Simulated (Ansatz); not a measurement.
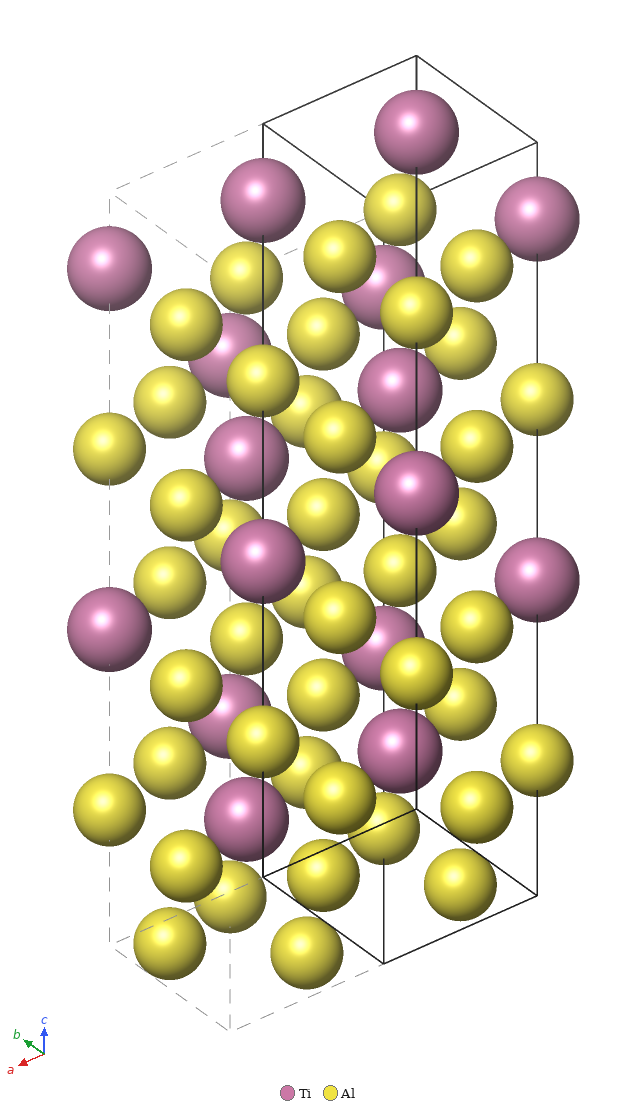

Spheres-only drawing of the structure, looking from a general direction. The conventional unit cell (solid box) is repeated to 2×1×1 cells.

TiAl3, space group P4mm (No. 99), a = 3.82 Å, b = 3.82 Å, c = 17.86 Å, α = 90.00°, β = 90.00°, γ = 90.00°.

Level of theory and settings: DFT PBEsol, scalar-relativistic, plane waves, PAW in Ansatz 0.2.0, plane-wave cutoff 420 eV, k-points about 0.14 Å⁻¹ apart, Gaussian smearing of 0.15 eV, no spin polarisation.

Is the electronic structure metallic or gapped?

A metal: bands cross the Fermi level.

Which way would the volume go on relaxing?

The computed pressure is -2.0 GPa (stretched: it would shrink). The stress isn't hydrostatic: its largest component is 5.2 GPa.

It goes back to a structure listed in the Materials Project. The cell was then strained or its atoms displaced on purpose. It was the input of a calculation with Ansatz.

At this level of theory the run's own cell isn't at rest (forces up to 1.4 eV/Å), so its distances can differ from those at equilibrium, the more so the softer the solid.
